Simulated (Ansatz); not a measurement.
# Geometry relaxation, with input and output: Al₁₆N₁₇ (charge −2) (part 3 of 3)

Continued. System: Al₁₆N₁₇ (defect cell, 33 atoms in the cell, total charge −2). Method: DFT PBE, scalar-relativistic, plane waves, PAW, spin-polarised (Ansatz 0.2.0); cutoff 420 eV, 2×2×2 k-mesh, Gaussian smearing of 0.01 eV, collinear spins. The structure derives from a Materials Project entry. It belongs to a series of runs on one base structure; here: N interstitial, charge -2, atoms relaxed at the host's cell.

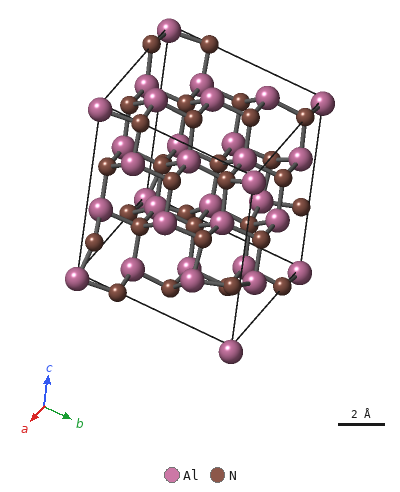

*The geometry at step 5 of the log (ball-and-stick view of the cell of the calculation, seen at an oblique angle).*

Trajectory as extended XYZ (Å, eV, eV/Å), 6 of the 7 frames kept, from step=1 to step=7
```
33
Lattice="4.4032 -4.4032 4.4032 -4.4032 4.4032 4.4032 -4.4032 -4.4032 -4.4032" Properties=species:S:1:pos:R:3:forces:R:3 step=1 energy=-15146.45284
Al   -2.2110    2.1481    4.3748   -0.3681  -0.1437   0.2268
Al   -4.4429   -2.2649    2.1836    0.2336  -0.1808  -0.1335
Al   -2.1943   -2.2010    4.3796   -0.2523  -0.8075   0.5430
Al   -4.2877   -4.2793   -4.2735    0.6066   0.4210   0.4101
Al   -2.2035   -4.3858   -2.2134   -0.0489  -0.6852  -0.4196
Al   -4.3159    1.9757    2.0257    1.7919  -0.3679  -1.1304
Al    2.2078   -2.2775    4.3332   -0.4785  -0.2324   0.2537
Al   -0.0396   -4.4275   -0.0580    0.4159  -0.0011   0.1031
Al    2.1600   -4.5267    2.1868   -0.2680   1.0541  -0.0364
Al   -4.4087   -2.2191   -2.1928    0.3339  -0.0567  -0.4136
Al   -0.0396   -0.0638    4.3846    0.4296   0.0628   0.2430
Al   -2.2201   -2.2380   -0.0597   -0.5388   0.5273  -0.3856
Al   -2.2110   -4.4373    2.1539   -0.4895   0.0134  -0.1393
Al   -0.0397   -2.2254    2.1440    0.5329  -0.1357  -0.0858
Al   -4.4212   -0.0824   -0.0766    0.5870   0.1538   0.1468
Al   -2.1954   -0.0758    2.1314   -0.4442   0.3373  -0.3079
N     1.1291   -1.1382    1.0962   -0.0921  -0.2086  -0.0685
N    -1.1228   -5.5477   -1.1388   -0.0210   0.1053  -0.0157
N     1.0421   -5.5227    1.0246   -0.5373  -0.0040  -0.0559
N    -1.1178    1.1513    1.1571    0.0279  -0.0012   0.0583
N    -3.3696   -3.4180   -1.1480   -0.3184   0.7187   0.9048
N    -1.3042   -0.5838   -0.6350   -0.1068  -0.6715   0.1994
N     1.1289   -1.1510    5.4327   -0.1763  -0.0086   0.1458
N    -1.1312   -3.3219    1.0385    0.1493  -0.0925   0.0635
N     1.0171   -3.3168    3.2407   -0.0802  -0.0307  -0.2655
N    -5.5428   -1.1445   -1.1387    0.0496  -0.0807  -0.0626
N    -1.1312    1.0327    5.4903   -0.0435  -0.1047  -0.0796
N    -3.3861   -1.1682    1.0922    0.2260  -0.3444  -0.0507
N    -3.2742   -3.3128    3.2708    0.1156   0.0531  -0.2074
N    -1.1229   -1.1446    3.2643    0.0487   0.0598  -0.1099
N    -5.5018    0.9413    0.9960   -0.3686   0.5088  -0.5438
N    -3.2742    1.0237    3.2579   -0.0168  -0.0852   0.3131
N    -1.2847   -1.6631   -1.6773   -0.8992   0.2279   0.9004
33
Lattice="4.4032 -4.4032 4.4032 -4.4032 4.4032 4.4032 -4.4032 -4.4032 -4.4032" Properties=species:S:1:pos:R:3:forces:R:3 step=2 energy=-15146.65355
Al   -2.2190    2.1432    4.3755   -0.2318  -0.1338   0.1550
Al   -4.4419   -2.2719    2.1795    0.1672  -0.1666  -0.1186
Al   -2.2103   -2.2113    4.3924   -0.0821  -0.5959   0.4284
Al   -4.2702   -4.2643   -4.2590    0.3455   0.3165   0.2750
Al   -2.2149   -4.3961   -2.2187   -0.0031  -0.3585  -0.3249
Al   -4.2940    1.9662    1.9983    1.0350  -0.2042  -0.6914
Al    2.1940   -2.2859    4.3392   -0.2499  -0.2127   0.2370
Al   -0.0383   -4.4296   -0.0578    0.2485   0.1103   0.1427
Al    2.1648   -4.5080    2.1965   -0.1370   0.7283  -0.1382
Al   -4.4010   -2.2173   -2.1977    0.2184  -0.0998  -0.3399
Al   -0.0342   -0.0638    4.3862    0.2248   0.0963   0.1641
Al   -2.2213   -2.2230   -0.0642   -0.2822   0.2568  -0.2578
Al   -2.2184   -4.4393    2.1491   -0.2641   0.1073  -0.1169
Al   -0.0381   -2.2283    2.1426    0.2442  -0.1378  -0.1400
Al   -4.4076   -0.0837   -0.0730    0.2916   0.1659   0.1702
Al   -2.2074   -0.0690    2.1261   -0.2507   0.2585  -0.2282
N     1.1239   -1.1485    1.0933    0.0101  -0.1482   0.0427
N    -1.1285   -5.5542   -1.1375    0.0185   0.0894  -0.0610
N     1.0365   -5.5113    1.0330   -0.3700  -0.0367  -0.0389
N    -1.1180    1.1542    1.1613   -0.0121   0.0011   0.0382
N    -3.3687   -3.3999   -1.1288   -0.2101   0.4440   0.5891
N    -1.2847   -0.5875   -0.6262   -0.1811  -0.4421   0.1406
N     1.1284   -1.1478    5.4293   -0.1088   0.0158   0.0948
N    -1.1333   -3.3214    1.0347    0.1119  -0.1003   0.0850
N     1.0119   -3.3161    3.2364    0.0591  -0.0988  -0.2006
N    -5.5399   -1.1461   -1.1388    0.0225  -0.0525  -0.0358
N    -1.1311    1.0309    5.4838   -0.0583  -0.0527   0.0317
N    -3.3811   -1.1789    1.0932    0.1121  -0.1961  -0.0941
N    -3.2715   -3.3127    3.2637    0.0343   0.0445  -0.1838
N    -1.1328   -1.1466    3.2658    0.1416   0.0705  -0.0853
N    -5.5112    0.9419    0.9826   -0.2658   0.3590  -0.3194
N    -3.2788    1.0212    3.2613    0.0201  -0.0840   0.2409
N    -1.2724   -1.6599   -1.6746   -0.5985   0.0564   0.5392
33
Lattice="4.4032 -4.4032 4.4032 -4.4032 4.4032 4.4032 -4.4032 -4.4032 -4.4032" Properties=species:S:1:pos:R:3:forces:R:3 step=3 energy=-15146.76119
Al   -2.2307    2.1314    4.3856    0.1918   0.1215  -0.1492
Al   -4.4345   -2.2837    2.1645   -0.1225   0.1688   0.1451
Al   -2.2265   -2.2405    4.4201    0.1155   0.2198  -0.1485
Al   -4.2528   -4.2406   -4.2342   -0.2022  -0.1905  -0.2045
Al   -2.2310   -4.4007   -2.2320    0.1898  -0.1039   0.1766
Al   -4.2588    1.9537    1.9573   -0.0904   0.1207   0.1850
Al    2.1782   -2.3045    4.3551    0.1299   0.1393  -0.1669
Al   -0.0332   -4.4197   -0.0461   -0.1731  -0.1095  -0.1391
Al    2.1711   -4.4792    2.1955    0.1365  -0.0444  -0.0092
Al   -4.3902   -2.2241   -2.2180   -0.0969   0.1356   0.1798
Al   -0.0284   -0.0512    4.3984   -0.1827  -0.1260  -0.1661
Al   -2.2258   -2.2121   -0.0734    0.1590   0.0570  -0.0601
Al   -2.2280   -4.4286    2.1398    0.2133  -0.0962   0.1094
Al   -0.0316   -2.2459    2.1309   -0.2244   0.1494   0.1310
Al   -4.3915   -0.0709   -0.0611   -0.1475  -0.1143  -0.1075
Al   -2.2256   -0.0552    2.1121    0.1169  -0.2065   0.1294
N     1.1230   -1.1665    1.0990    0.0040   0.0944  -0.0398
N    -1.1279   -5.5549   -1.1410   -0.0382   0.0136  -0.0174
N     1.0209   -5.5025    1.0396    0.0305  -0.0630  -0.0040
N    -1.1245    1.1555    1.1674   -0.0012  -0.0194  -0.0430
N    -3.3737   -3.3670   -1.0914   -0.0818  -0.0796  -0.0681
N    -1.2759   -0.6055   -0.6119    0.1660   0.0535   0.1214
N     1.1284   -1.1342    5.4278   -0.0135  -0.0462   0.0043
N    -1.1343   -3.3248    1.0343    0.0045   0.0158   0.0134
N     1.0215   -3.3279    3.2184   -0.0191   0.0356   0.0567
N    -5.5354   -1.1473   -1.1394   -0.0339  -0.0022   0.0117
N    -1.1356    1.0318    5.4861    0.0049  -0.0548   0.0385
N    -3.3752   -1.1947    1.0806   -0.0720   0.0704   0.0816
N    -3.2727   -3.3101    3.2469   -0.0602  -0.0565   0.0656
N    -1.1292   -1.1484    3.2660    0.0272   0.0205  -0.0107
N    -5.5290    0.9561    0.9645    0.0534  -0.0890  -0.0078
N    -3.2804    1.0154    3.2770    0.0040   0.0523  -0.0669
N    -1.2695   -1.6683   -1.6712    0.0132  -0.0653  -0.0401
33
Lattice="4.4032 -4.4032 4.4032 -4.4032 4.4032 4.4032 -4.4032 -4.4032 -4.4032" Properties=species:S:1:pos:R:3:forces:R:3 step=5 energy=-15146.78251
Al   -2.2209    2.1370    4.3812   -0.0009   0.0013  -0.0003
Al   -4.4391   -2.2773    2.1738    0.0057   0.0026  -0.0034
Al   -2.2215   -2.2341    4.4134    0.0030   0.0000   0.0036
Al   -4.2582   -4.2509   -4.2434   -0.0082   0.0063  -0.0093
Al   -2.2223   -4.4024   -2.2266    0.0083   0.0057  -0.0008
Al   -4.2593    1.9588    1.9661    0.0096   0.0049  -0.0020
Al    2.1823   -2.2972    4.3490   -0.0049  -0.0010   0.0059
Al   -0.0368   -4.4215   -0.0511    0.0012   0.0062   0.0003
Al    2.1734   -4.4816    2.1950    0.0062   0.0171  -0.0082
Al   -4.3942   -2.2213   -2.2134    0.0005  -0.0008  -0.0004
Al   -0.0356   -0.0582    4.3930    0.0011   0.0024  -0.0010
Al   -2.2272   -2.2139   -0.0729    0.0047   0.0116  -0.0030
Al   -2.2205   -4.4320    2.1442    0.0051   0.0032  -0.0020
Al   -0.0370   -2.2363    2.1342   -0.0008  -0.0009  -0.0052
Al   -4.3951   -0.0738   -0.0656    0.0022   0.0094   0.0077
Al   -2.2213   -0.0614    2.1155   -0.0045   0.0012  -0.0079
N     1.1265   -1.1605    1.0966    0.0024   0.0007   0.0070
N    -1.1303   -5.5513   -1.1403    0.0019  -0.0002  -0.0008
N     1.0215   -5.5061    1.0367    0.0011  -0.0028  -0.0026
N    -1.1233    1.1539    1.1629    0.0069  -0.0007  -0.0083
N    -3.3798   -3.3738   -1.0957   -0.0057  -0.0021   0.0003
N    -1.2764   -0.6109   -0.6101    0.0028  -0.0136   0.0269
N     1.1280   -1.1357    5.4288   -0.0015   0.0034   0.0017
N    -1.1332   -3.3233    1.0359   -0.0023  -0.0059   0.0046
N     1.0202   -3.3232    3.2200    0.0087  -0.0033  -0.0024
N    -5.5350   -1.1469   -1.1396   -0.0047  -0.0044  -0.0029
N    -1.1333    1.0299    5.4887   -0.0044  -0.0041   0.0068
N    -3.3804   -1.1909    1.0868   -0.0049  -0.0016   0.0022
N    -3.2748   -3.3133    3.2506   -0.0069   0.0005   0.0040
N    -1.1304   -1.1472    3.2641    0.0055  -0.0002   0.0015
N    -5.5241    0.9556    0.9647   -0.0087  -0.0087  -0.0131
N    -3.2767    1.0185    3.2752    0.0028  -0.0002   0.0062
N    -1.2741   -1.6734   -1.6703   -0.0216  -0.0259  -0.0051
33
Lattice="4.4032 -4.4032 4.4032 -4.4032 4.4032 4.4032 -4.4032 -4.4032 -4.4032" Properties=species:S:1:pos:R:3:forces:R:3 step=6 energy=-15146.78264
Al   -2.2206    2.1375    4.3818    0.0006   0.0018   0.0014
Al   -4.4393   -2.2764    2.1741    0.0004   0.0009  -0.0013
Al   -2.2216   -2.2336    4.4129   -0.0007  -0.0002  -0.0036
Al   -4.2589   -4.2511   -4.2440    0.0054  -0.0046  -0.0061
Al   -2.2218   -4.4007   -2.2266    0.0025  -0.0050   0.0008
Al   -4.2586    1.9579    1.9652    0.0015   0.0016  -0.0014
Al    2.1821   -2.2959    4.3494   -0.0041   0.0004   0.0016
Al   -0.0363   -4.4205   -0.0508   -0.0006  -0.0017  -0.0001
Al    2.1749   -4.4824    2.1958   -0.0001   0.0048  -0.0048
Al   -4.3940   -2.2210   -2.2137   -0.0013   0.0028   0.0014
Al   -0.0362   -0.0581    4.3931    0.0013   0.0009   0.0005
Al   -2.2280   -2.2144   -0.0724   -0.0037  -0.0038   0.0067
Al   -2.2205   -4.4317    2.1448   -0.0002  -0.0005  -0.0001
Al   -0.0364   -2.2363    2.1339    0.0018  -0.0004   0.0010
Al   -4.3944   -0.0734   -0.0662    0.0015   0.0015   0.0008
Al   -2.2212   -0.0609    2.1145   -0.0021   0.0016   0.0002
N     1.1270   -1.1596    1.0971    0.0010   0.0015   0.0010
N    -1.1301   -5.5501   -1.1401    0.0002   0.0024   0.0002
N     1.0218   -5.5058    1.0364    0.0026  -0.0015   0.0020
N    -1.1226    1.1546    1.1618   -0.0008  -0.0074  -0.0061
N    -3.3812   -3.3741   -1.0954    0.0022   0.0037  -0.0020
N    -1.2768   -0.6147   -0.6077    0.0005  -0.0348  -0.0358
N     1.1274   -1.1349    5.4293   -0.0007   0.0008   0.0006
N    -1.1334   -3.3237    1.0368   -0.0003   0.0005   0.0006
N     1.0220   -3.3232    3.2196   -0.0006   0.0007  -0.0008
N    -5.5349   -1.1471   -1.1397   -0.0002  -0.0005  -0.0020
N    -1.1332    1.0297    5.4899   -0.0025   0.0001  -0.0003
N    -3.3811   -1.1907    1.0870    0.0015  -0.0026   0.0000
N    -3.2759   -3.3130    3.2507    0.0001  -0.0004   0.0033
N    -1.1301   -1.1471    3.2635   -0.0002  -0.0011   0.0000
N    -5.5248    0.9550    0.9622   -0.0014   0.0056   0.0058
N    -3.2758    1.0189    3.2756   -0.0009   0.0002   0.0003
N    -1.2765   -1.6783   -1.6717   -0.0028   0.0326   0.0364
33
Lattice="4.4032 -4.4032 4.4032 -4.4032 4.4032 4.4032 -4.4032 -4.4032 -4.4032" Properties=species:S:1:pos:R:3:forces:R:3 step=7 energy=-15146.78272
Al   -2.2204    2.1377    4.3818    0.0001  -0.0004  -0.0001
Al   -4.4393   -2.2764    2.1741   -0.0001   0.0000   0.0004
Al   -2.2216   -2.2336    4.4125    0.0022   0.0012   0.0018
Al   -4.2589   -4.2522   -4.2450   -0.0049   0.0015   0.0019
Al   -2.2216   -4.4010   -2.2264    0.0022   0.0018   0.0013
Al   -4.2590    1.9586    1.9658   -0.0030  -0.0024  -0.0024
Al    2.1818   -2.2959    4.3496   -0.0003  -0.0028   0.0009
Al   -0.0362   -4.4206   -0.0506    0.0001   0.0005  -0.0008
Al    2.1748   -4.4819    2.1953   -0.0013  -0.0030   0.0028
Al   -4.3942   -2.2212   -2.2141   -0.0003   0.0010   0.0010
Al   -0.0361   -0.0578    4.3929   -0.0002  -0.0005   0.0001
Al   -2.2283   -2.2150   -0.0716   -0.0023   0.0023  -0.0026
Al   -2.2204   -4.4317    2.1448    0.0004   0.0004  -0.0003
Al   -0.0361   -2.2362    2.1339   -0.0005   0.0003   0.0004
Al   -4.3944   -0.0729   -0.0657    0.0017   0.0002  -0.0004
Al   -2.2214   -0.0607    2.1145    0.0002   0.0009  -0.0024
N     1.1272   -1.1596    1.0972    0.0011   0.0000  -0.0009
N    -1.1301   -5.5501   -1.1399   -0.0007   0.0003  -0.0006
N     1.0221   -5.5061    1.0365   -0.0019   0.0004  -0.0023
N    -1.1224    1.1537    1.1609    0.0028   0.0036   0.0032
N    -3.3810   -3.3738   -1.0958   -0.0019  -0.0030   0.0007
N    -1.2768   -0.6157   -0.6087    0.0055   0.0030   0.0035
N     1.1273   -1.1347    5.4295    0.0008   0.0015   0.0006
N    -1.1332   -3.3238    1.0371   -0.0001   0.0004  -0.0007
N     1.0220   -3.3232    3.2196   -0.0009   0.0023  -0.0017
N    -5.5347   -1.1470   -1.1399   -0.0019  -0.0005  -0.0002
N    -1.1332    1.0299    5.4897    0.0001  -0.0002   0.0008
N    -3.3811   -1.1907    1.0872   -0.0012  -0.0015   0.0017
N    -3.2759   -3.3131    3.2508    0.0008  -0.0008  -0.0002
N    -1.1301   -1.1470    3.2634   -0.0005  -0.0003   0.0002
N    -5.5249    0.9557    0.9628   -0.0006  -0.0032  -0.0030
N    -3.2759    1.0191    3.2757    0.0008   0.0006   0.0017
N    -1.2767   -1.6777   -1.6705    0.0035  -0.0037  -0.0045
```
